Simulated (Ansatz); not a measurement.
# Geometry relaxation of Zr$_{8}$O$_{17}$ (charge −2) (part 2 of 3)

Continued. System: Zr$_{8}$O$_{17}$ (defect cell, 25 atoms in the cell, total charge −2). Method: DFT PBE, scalar-relativistic, plane waves, PAW, no spin polarisation (Ansatz 0.2.0); cutoff 420 eV, 2×2×2 k-mesh, Gaussian smearing of 0.02 eV. The structure derives from a Materials Project entry. It belongs to a series of runs on one base structure; here: O_i, charge -2, atoms relaxed at the host's cell.

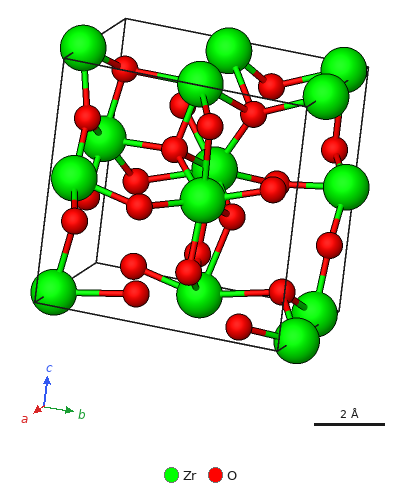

Figure 1. The geometry at step 10 of the log (ball-and-stick view of the cell of the calculation, seen slightly off an axis).

Output, continued
```
relax step   3: F+E_penalty+E_count = -43127.55291989 eV  Δ(F+E_penalty+E_count) = -1.261e0 eV  max|allowed force component| = 5.050e0 eV/Å  Δτ_max = 0.1954 Å  (10 SCF iters, dr2 threshold 1.00e-4 eV, accepted)
SCF 4 converged in 7 iterations: F = -43129.061989 eV  dr2 = 1.60e-5
relax step   4: F+E_penalty+E_count = -43129.06198930 eV  Δ(F+E_penalty+E_count) = -1.509e0 eV  max|allowed force component| = 2.624e0 eV/Å  Δτ_max = 0.1961 Å  (7 SCF iters, dr2 threshold 1.00e-4 eV, accepted)
SCF 5 converged in 7 iterations: F = -43130.699259 eV  dr2 = 1.34e-5
relax step   5: F+E_penalty+E_count = -43130.69925918 eV  Δ(F+E_penalty+E_count) = -1.637e0 eV  max|allowed force component| = 1.072e0 eV/Å  Δτ_max = 0.2000 Å  (7 SCF iters, dr2 threshold 1.00e-4 eV, accepted)
SCF 6 converged in 7 iterations: F = -43131.323366 eV  dr2 = 2.84e-6
relax step   6: F+E_penalty+E_count = -43131.32336640 eV  Δ(F+E_penalty+E_count) = -6.241e-1 eV  max|allowed force component| = 9.517e-1 eV/Å  Δτ_max = 0.2000 Å  (7 SCF iters, dr2 threshold 1.00e-4 eV, accepted)
SCF 7 converged in 7 iterations: F = -43131.776593 eV  dr2 = 1.35e-6
relax step   7: F+E_penalty+E_count = -43131.77659330 eV  Δ(F+E_penalty+E_count) = -4.532e-1 eV  max|allowed force component| = 5.501e-1 eV/Å  Δτ_max = 0.2000 Å  (7 SCF iters, dr2 threshold 1.00e-4 eV, accepted)
SCF 8 converged in 7 iterations: F = -43132.006172 eV  dr2 = 2.01e-6
relax step   8: F+E_penalty+E_count = -43132.00617204 eV  Δ(F+E_penalty+E_count) = -2.296e-1 eV  max|allowed force component| = 1.747e-1 eV/Å  Δτ_max = 0.2000 Å  (7 SCF iters, dr2 threshold 1.00e-4 eV, accepted)
SCF 9 converged in 7 iterations: F = -43132.094482 eV  dr2 = 8.65e-7
relax step   9: F+E_penalty+E_count = -43132.09448173 eV  Δ(F+E_penalty+E_count) = -8.831e-2 eV  max|allowed force component| = 1.973e-1 eV/Å  Δτ_max = 0.2000 Å  (7 SCF iters, dr2 threshold 3.08e-6 eV, accepted)
SCF 10 converged in 7 iterations: F = -43132.164714 eV  dr2 = 7.30e-7
relax step  10: F+E_penalty+E_count = -43132.16471413 eV  Δ(F+E_penalty+E_count) = -7.023e-2 eV  max|allowed force component| = 1.418e-1 eV/Å  Δτ_max = 0.2000 Å  (7 SCF iters, dr2 threshold 3.93e-6 eV, accepted)
SCF 11 converged in 7 iterations: F = -43132.194050 eV  dr2 = 1.13e-6
relax step  11: F+E_penalty+E_count = -43132.19404993 eV  Δ(F+E_penalty+E_count) = -2.934e-2 eV  max|allowed force component| = 1.252e-1 eV/Å  Δτ_max = 0.1309 Å  (7 SCF iters, dr2 threshold 1.04e-5 eV, accepted)
SCF 12 converged in 7 iterations: F = -43132.091074 eV  dr2 = 2.71e-6
relax step  12: F+E_penalty+E_count = -43132.09107392 eV  Δ(F+E_penalty+E_count) = +1.030e-1 eV  max|allowed force component| = 8.272e-1 eV/Å  Δτ_max = 0.1996 Å  (7 SCF iters, dr2 threshold 8.09e-6 eV, rejected (line search))
SCF 13 converged in 9 iterations: F = -43132.211512 eV  dr2 = 1.26e-8
relax step  13: F+E_penalty+E_count = -43132.21151245 eV  Δ(F+E_penalty+E_count) = -1.746e-2 eV  max|allowed force component| = 4.645e-2 eV/Å  Δτ_max = 0.0998 Å  (9 SCF iters, accepted)
SCF 14 converged in 9 iterations: F = -43132.207472 eV  dr2 = 1.17e-8
relax step  14: F+E_penalty+E_count = -43132.20747155 eV  Δ(F+E_penalty+E_count) = +4.041e-3 eV  max|allowed force component| = 2.354e-1 eV/Å  Δτ_max = 0.0984 Å  (9 SCF iters, rejected (line search))
SCF 15 converged in 8 iterations: F = -43132.216908 eV  dr2 = 4.80e-8
relax step  15: F+E_penalty+E_count = -43132.21690816 eV  Δ(F+E_penalty+E_count) = -5.396e-3 eV  max|allowed force component| = 1.896e-2 eV/Å  Δτ_max = 0.0492 Å  (8 SCF iters, accepted)
SCF 16 converged in 7 iterations: F = -43132.217782 eV  dr2 = 8.71e-8
relax step  16: F+E_penalty+E_count = -43132.21778208 eV  Δ(F+E_penalty+E_count) = -8.739e-4 eV  max|allowed force component| = 6.313e-2 eV/Å  Δτ_max = 0.0482 Å  (7 SCF iters, accepted)
SCF iter   1: F=—  HF=-43132.218873 eV  |F-HF|=—  |Δ(HF+E_count)|=         —  Δρ=6.16e-4  dr2=6.05e-4  ethr=1.69e-6  ⟨swp⟩=3.0  Hψ=1380  notcnv=0  defer=70
preconditioner: auto → Resta (q_TF=auto, 2.567 Å⁻¹)  ε∞=4.3  [insulator: Δε(μ)=3.344 eV  Ē_g=16.448 eV  σ=0.020 eV  W_gap=1.00  n_scr=76 (ndim 8)  ℏωp=29.7 eV  f_vac=0.011  D(μ)=0.00/eV (n_scr^D=0)  ε∞_Penn≈4.3]
SCF iter   2: F=—  HF=-43132.218769 eV  |F-HF|=—  |Δ(HF+E_count)|=   1.04e-4  Δρ=3.08e-4  dr2=1.44e-4  ethr=3.02e-7  ⟨swp⟩=3.0  Hψ=810  notcnv=0  defer=70
SCF iter   3: F=—  HF=-43132.218759 eV  |F-HF|=—  |Δ(HF+E_count)|=   9.83e-6  Δρ=1.46e-4  dr2=4.74e-5  ethr=7.21e-8  ⟨swp⟩=2.0  Hψ=720  notcnv=0  defer=70
SCF iter   4: F=—  HF=-43132.218627 eV  |F-HF|=—  |Δ(HF+E_count)|=   1.32e-4  Δρ=2.59e-5  dr2=1.82e-6  ethr=2.37e-8  ⟨swp⟩=2.0  Hψ=656  notcnv=0  defer=70
SCF iter   5: F=—  HF=-43132.218627 eV  |F-HF|=—  |Δ(HF+E_count)|=   3.36e-7  Δρ=1.07e-5  dr2=3.00e-7  ethr=9.12e-10  ⟨swp⟩=2.0  Hψ=674  notcnv=0  defer=70
SCF iter   6: F=-43132.218627 eV  HF=-43132.218627 eV  |F-HF|=2.10e-8  |Δ(HF+E_count)|=   4.89e-9  Δρ=4.91e-6  dr2=5.92e-8  ethr=5.00e-11  ⟨swp⟩=13.0  Hψ=3375  notcnv=0
SCF 17 converged in 6 iterations: F = -43132.218627 eV  dr2 = 5.92e-8
relax step  17: F+E_penalty+E_count = -43132.21862706 eV  Δ(F+E_penalty+E_count) = -8.450e-4 eV  max|allowed force component| = 8.162e-3 eV/Å  Δτ_max = 0.0088 Å  (6 SCF iters, accepted)
SCF converged after 6 iterations
Free energy (F): -43132.218627 eV
Harris-Foulkes:  -43132.218627 eV  (|F-HF|=2.10e-8)
Internal energy: -43132.218627 eV  (E = F + TS)
E sigma→0 (E₀):  -43132.218627 eV
Fermi energy:    12.631858 eV
--- Per-component energies (eV) ---
  E_band       = -690.213496
  E_kinetic    = 5708.893919
  E_local      = -10206.241091  (includes V_loc(G=0)·N_el)
  E_nonlocal   = 1427.095082
  E_hartree    = 3399.919975
  E_xc         = -2586.545514
  E_vxc        = -3178.909965  (∫ρ·V_xc dr)
  E_paw        = -26313.585196  (= ΣΔE_a)
  E_vpaw       = -1240.934150  (= ΣTr[D̂ρ^β])
  E_aug_tail   = 0.042427  (compensation charges beyond the density's cutoff)
  E_ewald      = -14561.798229
  E_smearing   = -0.000000  (= −TS)
  E_closure    = 0.000000  (closes the sum)
  E_deformation_potential = -40.284026  (in the stress; not in F)
  Σ components = -43132.218627   (vs F -43132.218627, Δ=0.00e0)
--- Forces (eV/Å), atoms counted from 1 ---
  atom   1  Zr     0.00363339    -0.00439150     0.00244457
  atom   2  Zr    -0.00248518    -0.00285475     0.00375748
  atom   3  Zr     0.00165400     0.00816280     0.00180258
  atom   4  Zr     0.00231718     0.00393848    -0.00197322
  atom   5  Zr     0.00032980    -0.00052601     0.00104086
  atom   6  Zr     0.00076407    -0.00091866     0.00087186
  atom   7  Zr     0.00137294    -0.00147245     0.00124552
  atom   8  Zr    -0.00379613    -0.00134071    -0.00034207
  atom   9  O      0.00326153     0.00260832    -0.00174483
  atom  10  O      0.00078360     0.00152621     0.00178269
  atom  11  O     -0.00010986     0.00216376     0.00087161
  atom  12  O      0.00181518    -0.00080846    -0.00605682
  atom  13  O      0.00210161    -0.00270001     0.00259315
  atom  14  O      0.00148814     0.00098870    -0.00014671
  atom  15  O     -0.00546374     0.00191216     0.00274688
  atom  16  O     -0.00113403     0.00125850    -0.00422829
  atom  17  O     -0.00394884     0.00048550     0.00210873
  atom  18  O     -0.00403558     0.00090854    -0.00108212
  atom  19  O     -0.00397213    -0.00313327    -0.00306462
  atom  20  O      0.00184365     0.00352370     0.00173749
  atom  21  O     -0.00271445     0.00023271    -0.00063789
  atom  22  O      0.00229289    -0.00242066     0.00007251
  atom  23  O     -0.00223856    -0.00204514    -0.00391448
  atom  24  O      0.00431566     0.00003305    -0.00160755
  atom  25  O      0.00191741    -0.00510988     0.00172399
  max |Σ_I F_I| component: 2.10e-5 eV/Å
--- Charged-cell corrections in eV (Makov–Payne, q = -2.000 e, ε = [[24.654, 0.000, 1.482], [0.000, 22.867, 0.000], [1.482, 0.000, 18.494]]) ---
  F (periodic)     = -43132.218627  (uncorrected; the corrections below are reported, never added to it)
  E_corr1          = +0.574494  (monopole, q²α_M/2ε̄L, of the cell on which ε is isotropic)
  F Makov-Payne    = -43131.644133  (F + E_corr1; no measured alignment; for a localised charge, not one spread in a band: unchecked)
  no potential alignment in this run, which stands beside a crystal: run the host's input off ansatz write-host-input, and read the two finished runs by ansatz place-levels (neither reads a slab, a wire or a sheet, whose cell leaves a vacuum)
--- Band table (eV) ---
  k-point 0: bands = ["-37.2475", "-37.2385", "-37.2155", "-37.1561", "-37.1033", "-37.0933", "-37.0346", "-36.9643", "-15.7199", "-15.6972", "-15.6602", "-15.6172", "-15.5843", "-15.5695", "-15.5356", "-15.5065", "-15.4817", "-15.4279", "-15.4097", "-15.3851", "-15.3037", "-15.2480", "-15.2398", "-15.2076", "-15.1788", "-15.1369", "-15.1221", "-15.1209", "-15.0820", "-15.0515", "-15.0238", "-14.9294", "-6.4125", "-6.3734", "-6.2349", "-6.1128", "-5.9569", "-5.8364", "-5.7953", "-5.7113", "-5.6033", "-5.5644", "-5.4661", "-5.4348", "-5.3493", "-5.2728", "-5.1576", "-5.0295", "-4.8484", "5.7753", "5.9180", "5.9464", "5.9980", "6.1366", "6.2732", "6.3562", "6.4411", "6.4833", "6.5274", "6.6673", "6.7162", "6.8559", "6.9488", "7.1097", "7.1738", "7.3121", "7.3796", "7.5352", "7.6594", "7.7082", "7.8609", "7.9608", "8.0156", "8.1551", "8.2735", "8.3364", "8.4210", "8.5163", "8.5798", "8.7028", "8.7597", "8.8769", "8.9657", "9.0400", "9.1608", "9.2484", "9.3022", "9.3412", "9.3840", "9.5446", "9.6259", "9.6683", "9.7755", "9.8198", "9.9319", "10.0084", "10.1400", "10.2356", "10.6954", "10.8827", "14.3042", "14.5320", "14.7036", "14.8521", "15.0066", "15.1539", "15.2432", "15.3409", "15.4078", "15.6004", "15.7004", "15.7719", "15.9108", "16.0073", "16.1585", "16.2346", "16.4244", "16.5479", "16.7566", "16.9143", "17.0224", "17.1376", "17.2248", "17.3510", "17.3951"]
  k-point 1: bands = ["-37.2502", "-37.2358", "-37.2157", "-37.1563", "-37.1028", "-37.0933", "-37.0348", "-36.9642", "-15.7394", "-15.7295", "-15.7194", "-15.6585", "-15.6252", "-15.5791", "-15.5641", "-15.5059", "-15.4188", "-15.3644", "-15.3560", "-15.3087", "-15.2829", "-15.2720", "-15.2423", "-15.2029", "-15.1770", "-15.1504", "-15.1349", "-15.1115", "-15.0904", "-15.0437", "-15.0128", "-14.9271", "-6.7316", "-6.4320", "-6.1217", "-6.0422", "-5.9805", "-5.9031", "-5.8487", "-5.6867", "-5.5991", "-5.4651", "-5.4299", "-5.3745", "-5.3001", "-5.2478", "-5.0902", "-5.0292", "-4.8661", "5.7758", "5.8355", "5.9437", "6.0229", "6.0842", "6.2273", "6.2673", "6.3069", "6.4265", "6.5159", "6.6226", "6.7946", "6.8698", "6.9731", "7.0424", "7.1787", "7.2860", "7.4145", "7.5358", "7.6374", "7.7532", "7.8703", "7.9712", "8.0826", "8.2041", "8.3737", "8.4087", "8.5077", "8.6085", "8.6334", "8.7399", "8.7823", "8.8840", "8.9865", "9.0762", "9.1156", "9.1898", "9.2796", "9.3866", "9.5106", "9.5529", "9.6121", "9.6499", "9.7531", "9.8623", "9.9617", "10.0207", "10.1113", "10.1792", "10.6273", "10.8509", "14.3453", "14.5657", "14.6597", "14.8031", "15.0655", "15.1195", "15.1840", "15.3316", "15.4542", "15.5313", "15.6842", "15.7278", "15.9115", "15.9879", "16.0828", "16.1734", "16.4491", "16.5750", "16.6356", "16.8220", "16.9262", "17.0791", "17.2416", "17.3509", "17.4158"]
  k-point 2: bands = ["-37.2483", "-37.2388", "-37.2147", "-37.1559", "-37.1022", "-37.0943", "-37.0347", "-36.9642", "-15.7835", "-15.7223", "-15.6747", "-15.6491", "-15.6228", "-15.5698", "-15.5385", "-15.5193", "-15.4459", "-15.3913", "-15.3690", "-15.3126", "-15.2961", "-15.2488", "-15.2323", "-15.2051", "-15.1749", "-15.1497", "-15.1249", "-15.0999", "-15.0957", "-15.0489", "-15.0294", "-14.9131", "-6.7404", "-6.3999", "-6.1351", "-6.0677", "-6.0011", "-5.8660", "-5.8030", "-5.6174", "-5.5895", "-5.5146", "-5.4365", "-5.4047", "-5.3153", "-5.2602", "-5.1443", "-5.0319", "-4.8286", "5.8071", "5.8579", "5.9470", "6.0121", "6.0577", "6.1612", "6.2438", "6.3165", "6.4598", "6.6292", "6.6954", "6.7803", "6.9506", "7.0577", "7.1671", "7.1974", "7.3035", "7.3700", "7.4129", "7.5992", "7.7036", "7.8829", "7.9691", "8.1111", "8.1354", "8.2203", "8.3739", "8.4915", "8.6039", "8.6451", "8.7505", "8.8450", "8.9237", "8.9853", "9.0145", "9.0545", "9.1458", "9.2069", "9.3070", "9.3266", "9.5321", "9.6228", "9.6609", "9.7737", "9.8954", "9.9273", "10.0414", "10.1442", "10.1996", "10.8014", "10.9595", "14.3842", "14.5283", "14.7562", "14.8711", "14.9760", "15.1082", "15.2244", "15.3343", "15.3964", "15.6014", "15.7713", "15.7999", "15.8660", "15.9287", "16.1358", "16.2768", "16.3871", "16.5896", "16.6071", "16.6960", "16.8468", "17.1590", "17.2027", "17.2837", "17.4246"]
  k-point 3: bands = ["-37.2510", "-37.2360", "-37.2150", "-37.1561", "-37.1017", "-37.0942", "-37.0349", "-36.9641", "-15.7894", "-15.7464", "-15.7310", "-15.6896", "-15.6438", "-15.6212", "-15.5569", "-15.4882", "-15.3626", "-15.3430", "-15.3285", "-15.2941", "-15.2769", "-15.2414", "-15.2371", "-15.2035", "-15.1695", "-15.1572", "-15.1360", "-15.1121", "-15.0944", "-15.0393", "-15.0216", "-14.9118", "-6.9182", "-6.3562", "-6.2201", "-6.1263", "-6.0217", "-5.9335", "-5.7995", "-5.5731", "-5.5060", "-5.4768", "-5.3917", "-5.3800", "-5.2805", "-5.2043", "-5.0820", "-5.0361", "-4.8386", "5.5933", "5.7083", "5.8335", "6.0119", "6.1574", "6.2138", "6.3127", "6.3769", "6.4713", "6.5434", "6.6791", "6.8058", "6.9654", "7.0321", "7.0865", "7.2821", "7.4131", "7.4639", "7.5709", "7.6889", "7.7707", "7.8424", "7.8662", "7.9986", "8.1294", "8.1745", "8.2463", "8.4007", "8.5204", "8.6080", "8.6893", "8.7290", "8.9247", "8.9669", "9.0513", "9.1417", "9.2694", "9.3584", "9.4415", "9.5309", "9.5710", "9.6037", "9.6800", "9.7754", "9.8716", "9.9622", "10.0298", "10.1519", "10.2924", "10.7932", "10.9218", "14.4039", "14.5742", "14.6564", "14.8040", "14.9068", "15.0608", "15.2267", "15.2785", "15.4701", "15.5531", "15.6232", "15.7886", "15.8233", "16.0135", "16.2024", "16.2451", "16.3618", "16.5500", "16.6302", "16.7638", "16.9079", "17.0618", "17.0946", "17.2316", "17.3742"]
--- Relaxed structure (17 steps of the walk, 15 accepted, 0 SCFs on fresh bases) ---
  F+E_penalty+E_count = -43132.21862706 eV   max|allowed force component| = 8.162e-3 eV/Å
  atoms:
    - { symbol: Zr, position: [0.20732825049124645, 0.4623105022591428, 0.5058075562256072] }
    - { symbol: Zr, position: [0.24963965607107083, 0.9700563808682645, 1.0219265211312707] }
    - { symbol: Zr, position: [0.7379513377079115, 0.5183301862685492, 0.9436563870088146] }
    - { symbol: Zr, position: [0.7451657374386496, 1.0296206645442085, 0.4791355907442928] }
    - { symbol: Zr, position: [0.29419790820415814, 0.02582194506012278, 0.5688203023465732] }
    - { symbol: Zr, position: [0.2808398334261978, 0.5020827391692031, 0.005172098799689884] }
    - { symbol: Zr, position: [0.8067010590308618, 0.06472295372195458, 0.03039555631905666] }
    - { symbol: Zr, position: [0.7678613700867843, 0.566407429016262, 0.4894335951979821] }
    - { symbol: O, position: [0.12856622093880604, 0.7033717589726312, 0.4988653433459241] }
    - { symbol: O, position: [0.18989295712686285, 0.21192174423610496, 0.0713357781551867] }
    - { symbol: O, position: [0.6578327481042966, 0.028037831720823747, 0.7147513605273379] }
    - { symbol: O, position: [0.6433312416531725, 0.5436003669387187, 0.1709768830731614] }
    - { symbol: O, position: [0.9771094986949524, 0.3996810893488576, 0.11343840093119378] }
    - { symbol: O, position: [0.9783742083044921, 0.8958947246602252, 0.6354583978529538] }
    - { symbol: O, position: [0.5379444709396892, 0.37451048455491953, 0.6224635026102989] }
    - { symbol: O, position: [0.5477393989657939, 0.89138050691918, 0.13328935830343627] }
    - { symbol: O, position: [0.4814916572149939, 0.14916384017725276, 0.8984774888433986] }
    - { symbol: O, position: [0.4765239206816369, 0.6366241545838698, 0.3951990779556074] }
    - { symbol: O, position: [0.04132928490925992, 0.12676648336575852, 0.37195976443109924] }
    - { symbol: O, position: [0.03926563079606888, 0.6346563601335076, 0.8596551177181091] }
    - { symbol: O, position: [0.09717210286071776, 0.29297202419309903, 0.7179695357538023] }
    - { symbol: O, position: [0.37427643914214453, 0.9918338686866689, 0.3355481131403909] }
    - { symbol: O, position: [0.9136594506320734, 0.8370501577149196, 1.025730579894744] }
    - { symbol: O, position: [0.795561714529177, 0.3144716804827318, 0.40054042056192907] }
    - { symbol: O, position: [0.4566866318489821, 0.6223747028030243, 0.8133181052281394] }
```
